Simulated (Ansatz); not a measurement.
Input file:

```
crystal:
  lattice:
    - [2.9465009431, 0.0, 0.0]
    - [-1.4732504715, 2.551744669, 0.0]
    - [0.0, 0.0, 22.1057115127]
  atoms:
    - { symbol: Si, position: [0.3333333333, 0.6666666667, 0.9562225128] }
    - { symbol: Si, position: [0.3333333333, 0.6666666667, 0.1317530577] }
    - { symbol: Si, position: [0.3333333333, 0.6666666667, 0.5451850459] }
    - { symbol: Si, position: [0.6666666667, 0.3333333333, 0.0437774872] }
    - { symbol: Si, position: [0.6666666667, 0.3333333333, 0.4548149541] }
    - { symbol: Si, position: [0.6666666667, 0.3333333333, 0.8682469423] }
    - { symbol: Ge, position: [0.3333333333, 0.6666666667, 0.3494324721] }
    - { symbol: Ge, position: [0.3333333333, 0.6666666667, 0.7668899417] }
    - { symbol: Ge, position: [0.6666666667, 0.3333333333, 0.2331100583] }
    - { symbol: Ge, position: [0.6666666667, 0.3333333333, 0.6505675279] }
basis:
  ecutwfc: 420
kpoints:
  mp_grid: { grid: [12, 12, 2] }
hamiltonian:
  xc: pbe
scf:
  occupations: { method: gaussian, width: 0.1 }
output:
  forces: true
  stress: true
  eigenvalues: true
  write_density: true
  write_potential: true
  elf: true
  volumetric_format: npy
relax:
  adjacent_minimum: "off"
  f_tol: 0.01
  max_steps: 80
  cell: { stress_tol: 0.05 }
```

Run with:

```sh
ansatz run input.yaml --threads 1 --pin off --max-ram 2560MiB --backend cpu --events-out ev --progress --plain --runs-dir out
```

Below, planes, directions and counts refer to the conventional cell (a = 2.89 Å, b = 2.89 Å, c = 22.94 Å, α = 90.00°, β = 90.00°, γ = 120.00°).

The fields are those of the run's last geometry, not of the input's.

Space group P-3m1; a structure generated by program, which may or may not match a known phase.

Computed with Ansatz, DFT PBE, scalar-relativistic, plane waves, PAW.

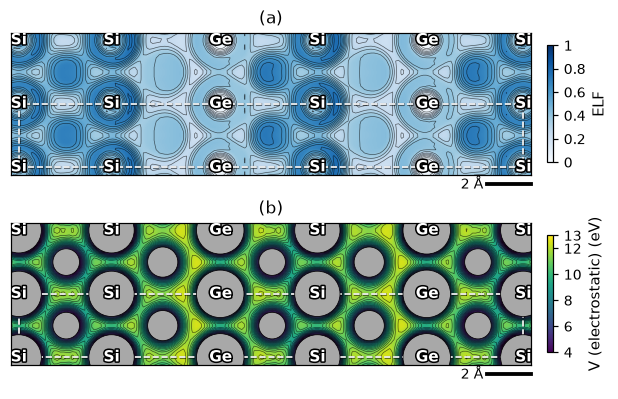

Si3Ge2. (a) electron localisation function; (b) electrostatic potential (local pseudopotential plus Hartree) felt by an electron on the (11̄0) plane of the conventional cell. Grey discs cover the atomic cores in the potential map.

Core electrons are frozen (PAW), and the valence fields are smoothed inside the atomic spheres.

What does the map show?

Answer.
- The section cuts through Si and Ge sites.
- Atoms just off the plane (Si, 0.8 Å away and Ge, 0.8 Å away) can leave unmarked features too.
- Ge–Ge (2.89 Å): the ELF is about 0.40 at the midpoint.
- Outside the cores the potential energy rises away from the atoms and is highest about 1.7 Å from the nearest atoms; its zero is arbitrary.

Does the calculation make it a metal, or give it a gap?

Answer. It is gapless in this calculation (a metal or semimetal).
